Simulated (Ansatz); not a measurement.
# H-terminated Sn(111) slab, 1 bilayer: phonons and vibrational spectra, part 2 of 3

Task: relax H-terminated Sn(111) slab, 1 bilayer, then find its harmonic phonons.

Ansatz 0.2.0; DFT LDA, scalar-relativistic, plane waves, PAW; PAW set soft_1.

So far. Step 2 (Bringing the structure to rest): The program solves this slab on a cell height of its own, 32.6 Å, in place of the one typed.

## (3) Tight relaxation

Phonons need a cell at rest on their own settings, so the relaxation is repeated with tight tolerances on forces and stress on the k mesh and occupations of the first response run.

input.yaml reads:

```yaml
crystal:
  lattice:
    - [4.5800359288, 0.0, 0.0]
    - [-2.2900179644, 3.9664274646, 0.0]
    - [0.0, 0.0, 32.593500429]
  atoms:
    - { symbol: H, position: [0.0, 0.0, 0.2014920523] }
    - { symbol: H, position: [0.3333333333, 0.6666666667, 0.3322570011] }
    - { symbol: Sn, position: [0.0, 0.0, 0.2542753976] }
    - { symbol: Sn, position: [0.3333333333, 0.6666666667, 0.2794736558] }
  periodic: [true, true, false]
kpoints:
  mp_grid: { grid: [6, 6, 1] }
hamiltonian:
  xc: lda
  pseudopotentials: { kind: paw, azcp: { folder: soft_1 }, xc_functional: pbe }
scf:
  occupations: { method: fixed }
output:
  forces: true
  stress: true
  eigenvalues: true
  write_density: true
  write_potential: true
  elf: true
  volumetric_format: npy
relax:
  adjacent_minimum: "off"
  f_tol: 0.001
  max_steps: 60
  cell: { stress_2d_tol: 0.002 }
```

Command:

```
$ ansatz run input.yaml --threads 4 --pin off --max-ram 16384MiB --backend cpu --events-out ev --progress --plain --runs-dir out
```

Numbers of over 12 decimals in the logs are rounded to 6 here.

Log:

```text
[...]
Crystal: 4 atoms, lattice volume = 592.106 Å³
Basis set: ecut = 420 eV, 11623 PW (Γ)
Bands: 19, of which v1, the nominal top of the filled ones, is band 15 counted from 1 (14 counted from 0)
Symmetry: 12 space group operations
[...]
k-points: 7 of 36
[...]
cell:  # Å, volume = 592.0555 Å³
    - [4.579841, 0.0, 0]
    - [-2.289921, 3.966259, 0]
    - [0, 0, 32.593500429]
  atoms:
    - { symbol: H, position: [9.251858539620035e-18, -5.08852219630634e-17, 0.201498] }
    - { symbol: H, position: [0.333333, 0.666667, 0.332251] }
    - { symbol: Sn, position: [9.251858539620035e-18, -5.08852219630634e-17, 0.254275] }
    - { symbol: Sn, position: [0.333333, 0.666667, 0.279474] }
[key lines of the parts left out:]
SCF converged after 9 iterations
Free energy (F): -11789.321170 eV
Fermi energy:    -5.040106 eV
P = ½ c Tr σ = 0.0001 N/m
```

The job ended after 7 s (4 threads of Arm Neoverse V2, shared host; peak memory 0.71 GiB; 25 s of CPU time).

Little changed from the start: no atom moved by 0.005 Å and no cell edge by 0.1 %.

Numbers from this step:

* gap on the k-mesh: 0.6337 eV
* direct gap on mesh: 0.6337 eV
* area per atom: 4.541 Å²

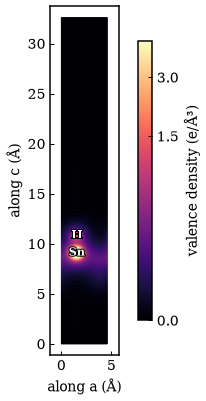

Valence density in the ac plane at fractional y = 0.667, with atoms of H and Sn within 0.2 Å of it. It is the smooth field of the valence electrons, not physical close to the nuclei. The colour scale is stretched toward low values.

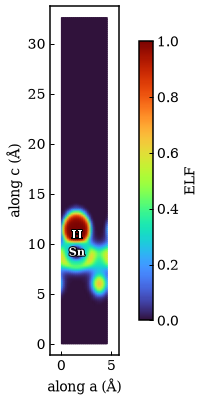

ELF in the ac plane at fractional y = 0.667, with atoms of H and Sn within 0.2 Å of it. It is the smooth field of the valence electrons, not physical close to the nuclei.

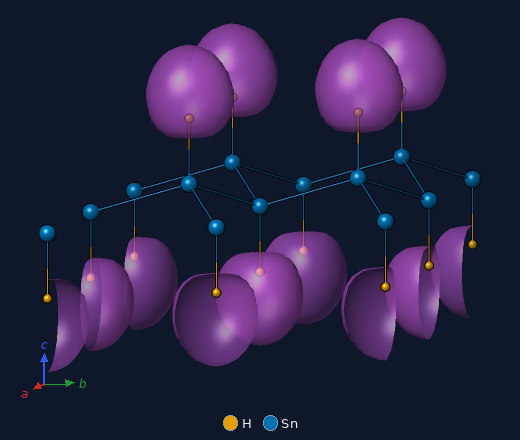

Surface of ELF = 0.85. 2×2×1 cells are drawn.

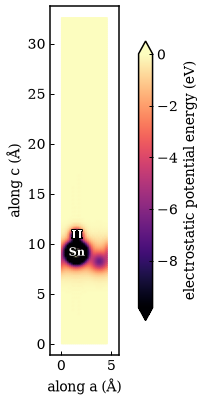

Electrostatic potential energy in the ac plane at fractional y = 0.667, with atoms of H and Sn within 0.2 Å of it. With pseudopotentials it is smooth inside the atoms' cores, unlike the true potential.

The largest force component left is 0.40 meV/Å, within the tolerances set.

## (4) Linear response at the zone centre

The zone centre comes first: it holds the modes that light can see, as far as symmetry allows. The response to a homogeneous field gives the Born charges and the dielectric tensor.

input.yaml, the sections that differ from step 3:

```yaml
crystal:
  lattice:
    - [4.5798410765, 0.0, 0.0]
    - [-2.2899205382, 3.9662587175, 0.0]
    - [0.0, 0.0, 32.593500429]
  atoms:
    - { symbol: H, position: [0.0, 0.0, 0.2014981378] }
    - { symbol: H, position: [0.3333333333, 0.6666666667, 0.3322509156] }
    - { symbol: Sn, position: [0.0, 0.0, 0.2542748529] }
    - { symbol: Sn, position: [0.3333333333, 0.6666666667, 0.2794742005] }
  periodic: [true, true, false]
output:
  eigenvalues: true
phonons:
  method: dfpt
  dielectric: true
# kpoints, hamiltonian, scf: as in step 3
# relax: removed
```

Log:

```text
Warning: phonons.dielectric: true without phonons.rigid_motions: the static dielectric tensor ε⁰ will be withheld (ε∞, Z* and the rows of modes are given); for a crystal or a slab, whose only rigid motions are the translations, set phonons.rigid_motions: translations
Warning: crystal.symmetry: narrowed to the stabiliser of the run's FFT grids — unitary ops 12 → 6. A phonons.method: dfpt run fills in the rows of the dynamical matrix that it does not solve by its symmetry operations, which is exact only for operations that map its FFT grids onto themselves: filled in by any other, the frequencies could depend on the order in which like atoms are typed, or, by more than the grids' own error, on where the crystal sits among the grids' points. Excluded: 6 operations. The run can therefore solve more perturbations, solve them on more k-points, or both, and cost more. [rest of the remark cut]
[...]
Crystal: 4 atoms, lattice volume = 592.056 Å³
Basis set: ecut = 420 eV, 11623 PW (Γ), exchange–correlation on 64×64×450 points (8 copies of the dense FFT grid, shifted against one another)
Bands: 19, of which v1, the nominal top of the filled ones, is band 15 counted from 1 (14 counted from 0)
Symmetry: 12 space group operations
k-points: 13 of 36 (irreducible under 2 space group operations, time reversal used)
[...]
SCF iter   1: F=—  HF=-11789.915341 eV  |F-HF|=—  |Δ(HF+E_count)|=         —  Δρ=1.62e-2  dr2=1.58e0  ethr=3.10e-3  ⟨swp⟩=6.5  Hψ=1240  notcnv=0  defer=20
[...]
SCF iter   9: F=-11789.321146 eV  HF=-11789.321146 eV  |F-HF|=1.46e-11  |Δ(HF+E_count)|=  4.40e-10  Δρ=8.59e-8  dr2=3.41e-11  ethr=1.00e-12  ⟨swp⟩=24.2  Hψ=2443  notcnv=0
SCF 1 converged in 9 iterations: F = -11789.321146 eV  dr2 = 3.41e-11
[...]
DFPT response loops at Γ: preconditioner auto → none (the input reference at scf.mixing.eps_inf says where Resta's filter doesn't serve); β = 0.50; Broyden in place of MSR1
── the response to a field inside a basis, on 8×8×1 k-points: an SCF that follows is theirs, and a resumed run solves both again ──
Bands: 16, of which v1, the nominal top of the filled ones, is band 15 counted from 1 (14 counted from 0)
k-points: 20
[...]
Eigensolver: Dense (20 Hₖ)
SCF iter   1: F=—  HF=-11789.335451 eV  |F-HF|=—  |Δ(HF+E_count)|=         —  Δρ=1.67e-4  dr2=1.99e-4  ethr=1.00e-1
[...]
SCF iter   4: F=-11789.335392 eV  HF=-11789.335392 eV  |F-HF|=1.58e-8  |Δ(HF+E_count)|=   9.18e-8  Δρ=2.03e-6  dr2=2.05e-8  ethr=2.38e-9
SCF 1 converged in 4 iterations: F = -11789.335392 eV  dr2 = 2.05e-8
[...]
SCF converged after 9 iterations
Free energy (F): -11789.321146 eV
[...]
Internal energy: -11789.321146 eV  (E = F + TS)
E sigma→0 (E₀):  -11789.321146 eV
Fermi energy:    -5.040123 eV
[...]
--- Band table (eV; the first three rows and the last of 13) ---
  k-point 0: bands = [... 11 lower, -10.4645, -7.1876, -5.0401, -5.0401, -4.4064, -1.5344, -1.5344, -1.4874]
  k-point 1: bands = [... 11 lower, -10.5454, -7.2377, -6.7978, -5.4898, -3.1180, -1.4955 (-1.4955°), -1.3401, -0.7564]
  k-point 2: bands = [... 11 lower, -11.0964, -7.9732, -7.3659, -6.1171, -3.3231, -1.4049, -0.9729, 0.2784]
  k-point 12: bands = [... 11 lower, -11.6819, -8.0086, -7.5400, -7.0289, -2.0913, -1.4778, -0.8868, -0.4218]
  ° read free of the cell's end (the report's vacuum.weakly_bound_levels)
--- Phonons (Γ-DFPT): 8 representative perturbations + reference, on 13 of 36 k-points (Σ response iterations 33) ---
  ASR residual: 1.662e-4 → 0.000e0 eV/Å²; symmetrization residual: 3.800e-6 eV/Å²
  The last average, over the group as it would stand without the narrowing to the FFT grids, took up to 2.962e-7 eV/Å² of the zone centre's force constants
  ASR residual per site (eV/Å²): 9.48e-5 9.43e-5 1.66e-4 1.66e-4
  Γ frequencies (cm⁻¹): 0.00 0.00 0.00 142.48 201.60 201.60 351.00 351.00 537.50 537.50 1833.25 1855.60
  ε∞ (high-frequency dielectric tensor):
        3.291380    -0.000000     0.000000
       -0.000000     3.291380    -0.000000
        0.000000    -0.000000     1.125439
  α∞ (the layer's polarisability for a field applied outside it; Å, Gaussian; ε∞ is over the cell's 32.594 Å):
        5.943171    -0.000000     0.000000
       -0.000000     5.943171    -0.000000
        0.000000    -0.000000     0.325352
  ε⁰ (static dielectric tensor): not given — the deck does not say what the cell's rigid motions are, and on a molecule in a box or a wire the rigid rotations would enter the sum over the modes at Γ. For a crystal or a slab, whose only rigid motions are the translations, set phonons.rigid_motions: translations.
  Born effective charges Z* (e; rows j = field, columns β = displacement):
    site 0:
        -0.59642   -0.00000   -0.00000
        -0.00000   -0.59642   -0.00000
        -0.00000   -0.00000   -0.16657
    site 1:
        -0.59642   -0.00000   -0.00000
        -0.00000   -0.59642   -0.00000
        -0.00000   -0.00000   -0.16657
    site 2:
         0.59642    0.00000    0.00000
         0.00000    0.59642    0.00000
         0.00000    0.00000    0.16657
    site 3:
         0.59642    0.00000    0.00000
         0.00000    0.59642    0.00000
         0.00000    0.00000    0.16657
  Z* charge neutrality: 2.761e-3 e pre-enforcement
  solved inside a basis spanned on kpoints, on 8×8×1 k-points transformed towards the longest dipole: ε∞ is read to err by 1.6e-2, Z* by 1.6e-2 e (field_mesh: kpoints solves on kpoints); Z* is corrected for what the basis lacks
  optical modes at Γ without the LO–TO term, one row a degenerate level:
      ω (cm⁻¹)  modes    IR ((D/Å)²/amu)
        142.48      1             0.0000
        201.60      2             0.0000
        351.00      2            32.8425
        537.50      2             0.0000
       1833.25      1             0.0000
       1855.60      1             1.2808
```

It took 68 s on 4 threads; peak memory 1.4 GiB.

The column dr2 measures how far the density is from self-consistency, as an energy; F and HF (Harris–Foulkes) agree once it is small.

This step gave:

| Item | Value |
| --- | --- |
| sum-rule residual before enforcement | 1.66e-4 eV/Å² |
| miss of the charge sum rule | 0.002761 e |
| estimated error of the dielectric tensor | 0.01582 |
| estimated error of the Born charges | 0.01569 e |
| point group | -3m |
| highest optical mode at the zone centre (no LO-TO term) | 1856 cm⁻¹ |
| lowest optical zone-centre mode | 142.5 cm⁻¹ |
| largest Born charge (third of the trace) | -0.4531 e |

Without the LO-TO term. Patterns of degenerate modes are one choice out of their space. Modes at Γ, with each element's share of the kinetic energy:

| mode | frequency (cm⁻¹) | symmetry | H % | Sn % |
| --- | --- | --- | --- | --- |
| 1 | 0.0 | acoustic | 1 | 99 |
| 2 | 0.0 | acoustic | 1 | 99 |
| 3 | 0.0 | acoustic | 1 | 99 |
| 4 | 142.5 | A1g | 1 | 99 |
| 5 | 201.6 | Eg | 1 | 99 |
| 6 | 201.6 | Eg | 1 | 99 |
| 7 | 351.0 | Eu | 99 | 1 |
| 8 | 351.0 | Eu | 99 | 1 |
| 9 | 537.5 | Eg | 99 | 1 |
| 10 | 537.5 | Eg | 99 | 1 |
| 11 | 1833.2 | A1g | 99 | 1 |
| 12 | 1855.6 | A2u | 99 | 1 |

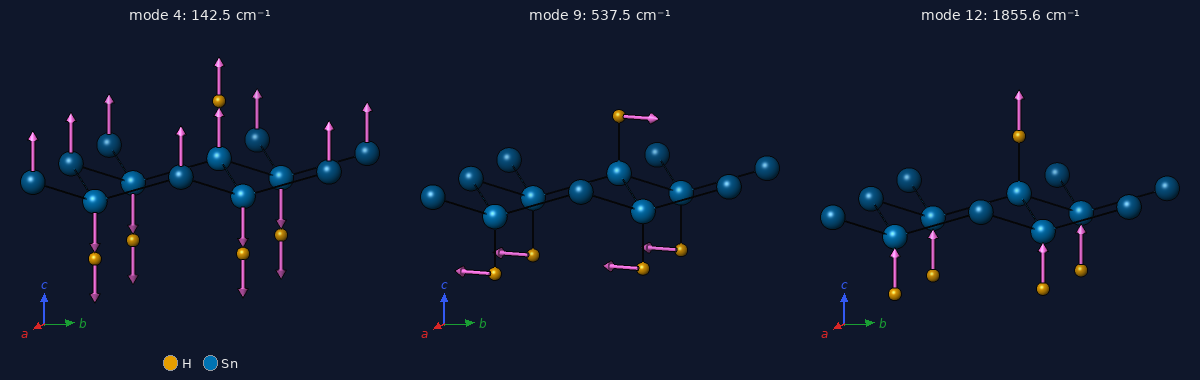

Displacement patterns of modes 4, 9 and 12 at Γ; arrows are exaggerated. Some periodic images of atoms are drawn too.

High-frequency dielectric tensor, averaged over the cell of height 32.6 Å or as lengthened by the program, vacuum included. Tensor:

|  | x | y | z |
| --- | --- | --- | --- |
| x | 3.291 | 0 | 0 |
| y | 0 | 3.291 | 0 |
| z | 0 | 0 | 1.125 |

Born charge (rows field, columns displacement) (e), principal values of the symmetric part by kind of site:

| atom | atoms with these values | low | middle | high | mean |
| --- | --- | --- | --- | --- | --- |
| H1 | 2 | -0.5964 | -0.5964 | -0.1666 | -0.4531 |
| Sn3 | 2 | 0.1666 | 0.5964 | 0.5964 | 0.4531 |

In full for H1:

```
-0.5964  0.0000  0.0000
 0.0000 -0.5964  0.0000
 0.0000  0.0000 -0.1666
```

Transverse modes. Lines of the infrared spectrum (strongest = 100):

| position (cm⁻¹) | label | relative intensity |
| --- | --- | --- |
| 142 | A1g | 0.0 |
| 202 | Eg | 0.0 |
| 351 | Eu | 100 |
| 538 | Eg | 0.0 |
| 1833 | A1g | 0.0 |
| 1856 | A2u | 3.9 |

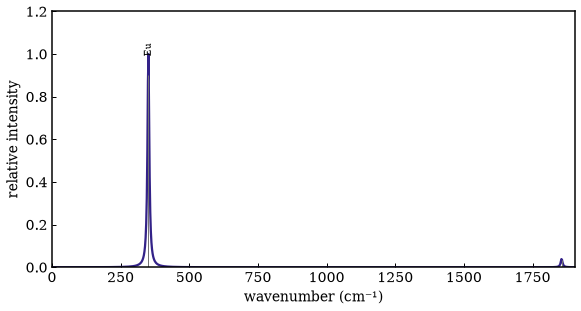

The infrared spectrum, broadened with Lorentzians of width 8 cm⁻¹; bars mark the lines.

Before it was imposed, the acoustic sum rule was missed by 1.7e-4 eV/Å² and the charge sum rule by 0.0028 e. Small misses are needed for a sound result but don't prove that mesh and cutoff are converged. The lowest optical mode is real, 142 cm⁻¹.

(Continued in part 3 of 3.)

[Logs are printed without paths, hosts, clocks, repeated set-up lines and the standing remarks that a program may print on its own settings, such as how far it seeks lower states.]

[Hosts, paths, dates, database ids (printed as entryN), source tags and the programs' standing remarks are cut or masked in the printed files.]
